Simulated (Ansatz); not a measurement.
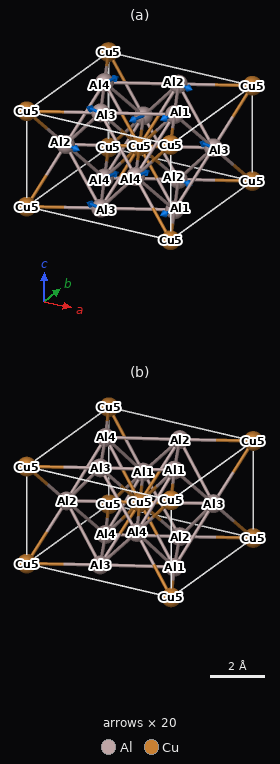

The structure of crystalline Al₄Cu (a generated structure, set up in I4/m) before (top) and after (bottom) a relaxation, at one scale. The blue arrows give the displacements (the part carried along by the change of the cell is left out), magnified 20 times.

The picture is a ball-and-stick view of the conventional cell (2 times the calculation's cell), seen from a free direction. Lengths and directions refer to the drawn axes.

Theory: Ansatz, DFT PBE, scalar-relativistic, plane waves, PAW. Settings: plane-wave cutoff 420 eV; k-point mesh 12 × 12 × 12; occupations gaussian; smearing width 0.1 eV; no spin polarisation; cell and atoms relaxed; force threshold 0.01 eV/Å; at most 80 steps.

Describe what moved and what it gained.

The energy falls by 7.0 meV per atom in 4 accepted moves (6 points after the start). Largest force component: 0.21 eV/Å at the start, 0.00048 eV/Å at the end. Pressure: 2.45 GPa at the start and 0.00 GPa at the end. The SCF was repeated twice at an unchanged geometry on a basis and grid sized afresh for the cell, which shifted the energy by 0.2 meV per atom at most. The largest moves relative to the cell, 0.038 Å, are those of Al1, Al2, Al3 and Al4. Al1 goes along [−1 −3 0]. Cu stays in place. The drawn cell changes as follows: a = b 6.197 → 6.222 Å (+0.4 %), c 3.919 → 3.988 Å (+1.8 %); the volume changes by +2.6 %. Near-neighbour distances that change, for instance: Al1–Al2 2.771 → 2.827 Å, Al1–Cu5 2.771 → 2.803 Å, Al1–Al4 2.771 → 2.748 Å, Al1–Cu5 (another image) 2.771 → 2.754 Å. The space group stays I4/m (No. 87). The run took 3.6 min on 1 thread of Intel(R) Xeon(R) Processor @ 2.70GHz (shared host), peak memory 0.64 GiB.
